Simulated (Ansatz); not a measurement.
Si₄₇C₄₈H: several calculations on one system

## 1. Relaxation

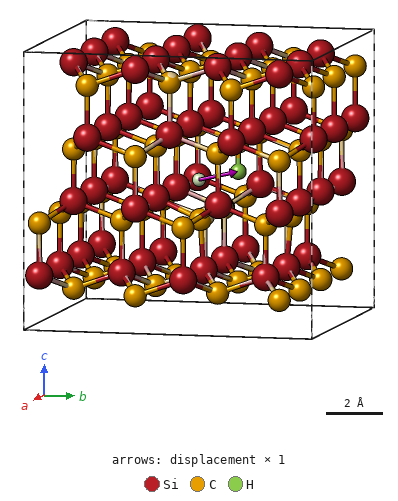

This is a relaxation of a defect cell of composition Si$_{47}$C$_{48}$H (cell charge +1). The starting structure is drawn faded, the final one solid; purple arrows show the displacements, at their true length.

Style: ball-and-stick. Shown: the cell of the calculation (origin shifted), slightly off an axis.

Theory: Ansatz, DFT, PBEsol, PAW, plane waves. (plane-wave cutoff 420 eV; k-point mesh 1 × 1 × 1; mesh shifted by (0.25, 0.25, 0.25); collinear spin; atoms relaxed in a fixed cell; force threshold 0.03 eV/Å; at most 80 steps)

### Atoms of which element are displaced furthest, and by how much?

Hydrogen: up to 1.50 Å, against 0.22 Å for carbon.

### What did the optimiser do to the structure, and how much energy did it gain?

After 11 accepted moves (12 points after the start) the energy has fallen by 5.275 eV per cell of the calculation. Largest force component: 2.5 eV/Å at the start, 0.022 eV/Å at the end. 1 step only repeated the SCF at the same geometry. The H atom moves most: 1.50 Å along [0 3 1]. Largest moves by element: H 1.50 Å, C 0.22 Å, Si 0.09 Å. The cell doesn't change. Near-neighbour distances that change, for instance: H–Si 1.950 → 3.192 Å, C–H 2.001 → 1.105 Å, C–Si 1.795 → 1.883 Å, C–Si 1.956 → 1.880 Å. New bonds form: C–H (2.00 → 1.10 Å). Bond angles that change, for instance: C–Si–C 111.1° → 101.7°, C–Si–C 110.2° → 101.9°, C–Si–C 108.9° → 100.7°. The program noted that the starting moments weren't kept. Cost: 6.2 min on 7 threads of Arm Neoverse-V2, peak memory 3.2 GiB.

Limits of the set-up: the cell is charged, on a uniform background, and energies carry no finite-size correction.

## 2. Relaxation

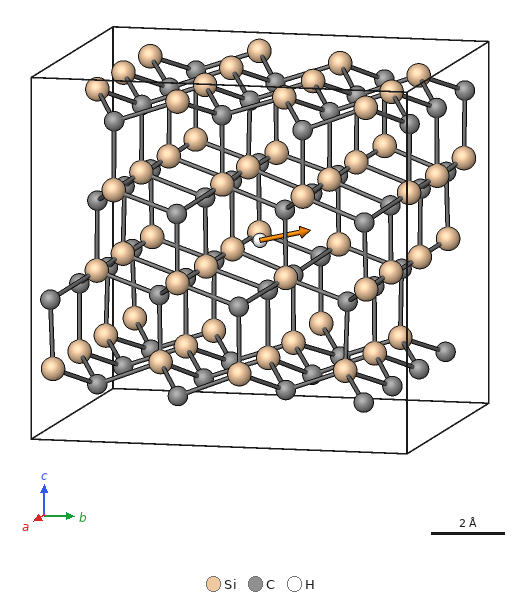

A relaxation of a defect cell of composition Si₄₇C₄₈H (cell charge +1). The starting structure is drawn; orange arrows show the displacements, at their true length.

A ball-and-stick model of the cell of the calculation (origin shifted), seen slightly off an axis.

These are results of Ansatz, DFT, PBEsol, PAW, plane waves, not measurements. Settings: plane-wave cutoff 420 eV; k-point mesh 1 × 1 × 1; mesh shifted by (0.25, 0.25, 0.25); no spin polarisation; atoms relaxed in a fixed cell; force threshold 0.03 eV/Å; at most 80 steps.

What did the optimiser do to the structure, and how much energy did it gain?

Over 11 geometry steps the energy falls by 5.480 eV per cell of the calculation. The largest force component goes from 2.5 to 0.016 eV/Å. The atom that moves furthest is the H atom (1.49 Å along [0 3 1]). Largest moves by element: H 1.49 Å, C 0.22 Å, Si 0.09 Å. The cell doesn't change. Among the contacts that change: H–Si 1.950 → 3.187 Å, C–H 2.001 → 1.104 Å, C–Si 1.795 → 1.882 Å, C–Si 1.956 → 1.880 Å. New bonds form: C–H (2.00 → 1.10 Å). Bond angles that change, for instance: C–Si–C 111.1° → 101.7°, C–Si–C 110.2° → 101.8°, C–Si–C 108.9° → 100.7°.

Limits of the set-up: the cell is charged, on a uniform background, and energies carry no finite-size correction.

## 3. Defect

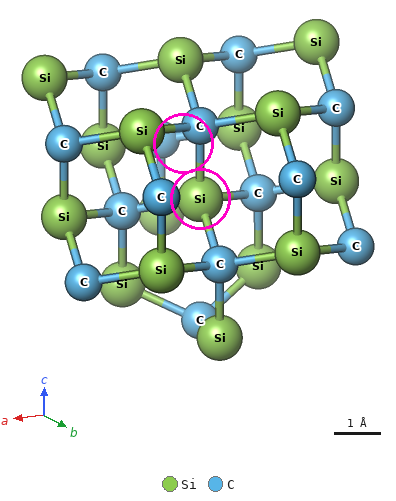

Perfect SiC. The picture is a ball-and-stick view of the atoms within 4.1 Å of one point, seen from a free direction.

All numbers below come from Ansatz, DFT, PBEsol, PAW, plane waves. (plane-wave cutoff 420 eV; k-point mesh 1 × 1 × 1; mesh shifted by (0.25, 0.25, 0.25); no spin polarisation) Fermi-Dirac smearing of 0.01 eV. A uniform background neutralises the charged cell. The axes drawn are those of the host's conventional cell.

A silicon atom is taken out (a vacancy) and an extra hydrogen atom is put between the host's atoms (an interstitial), the two sites 1.6 Å apart at the ringed places, in charge state +1. The supercell has 96 sites, and the atoms are relaxed at the host's cell.

Predict the relaxed surroundings of the defect.

Answer. Around the empty Si site the host had 4 C at 1.88 to 1.89 Å; after relaxation the nearest atoms are 1 H at 0.87 Å. The H atom starts with 1 Si at 1.58 Å around its place and ends with 1 C at 1.10 Å. Of the host's atoms, a carbon atom moves furthest from its site, by 0.20 Å. The H atom itself moves 1.51 Å from where it was put.

The relaxed defect, seen from the same direction:

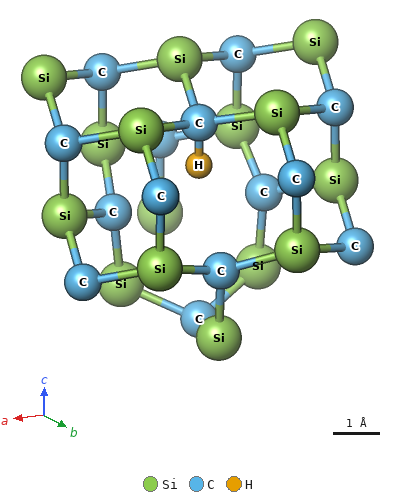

Limits of the set-up: the cell is charged, on a uniform background, and energies carry no finite-size correction.

## 4. Defect

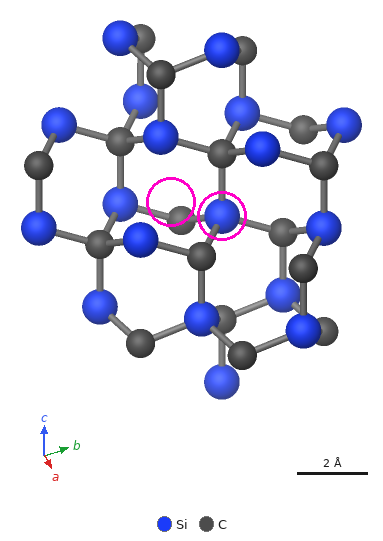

Perfect SiC. Style: ball-and-stick. Shown: the atoms within 5.4 Å of one point, in a slice 4.2 Å thick across the line of sight, from a free direction.

The calculation used Ansatz, DFT, PBEsol, PAW, plane waves. Settings: plane-wave cutoff 420 eV; k-point mesh 1 × 1 × 1; mesh shifted by (0.25, 0.25, 0.25); no spin polarisation. Fermi-Dirac smearing of 0.01 eV. A uniform background neutralises the charged cell. The axes drawn are those of the host's conventional cell.

A silicon atom is taken out (a vacancy) and an extra hydrogen atom is put between the host's atoms (an interstitial), the two sites 1.6 Å apart at the ringed places, in charge state −1. The supercell has 96 sites, and the atoms are relaxed at the host's cell.

Question: Predict the relaxed surroundings of the defect.

Answer: Around the empty Si site the host had 4 C at 1.88 to 1.89 Å; after relaxation the nearest atoms are 1 H at 0.87 Å. The H atom starts with 1 Si at 1.58 Å around its place and ends with 1 C at 1.11 Å. Of the host's atoms, a carbon atom moves furthest from its site, by 0.19 Å. The H atom itself moves 1.52 Å from where it was put.

The relaxed defect, seen from the same direction:

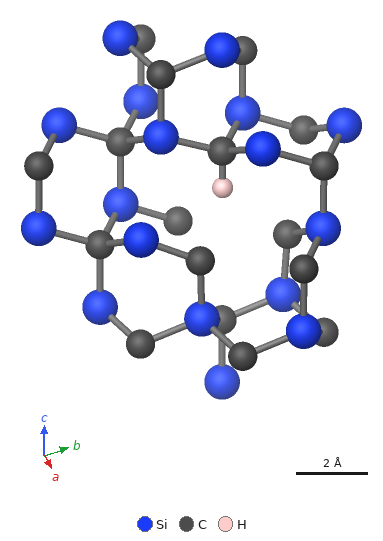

Limits of the set-up: the cell is charged, on a uniform background, and energies carry no finite-size correction.
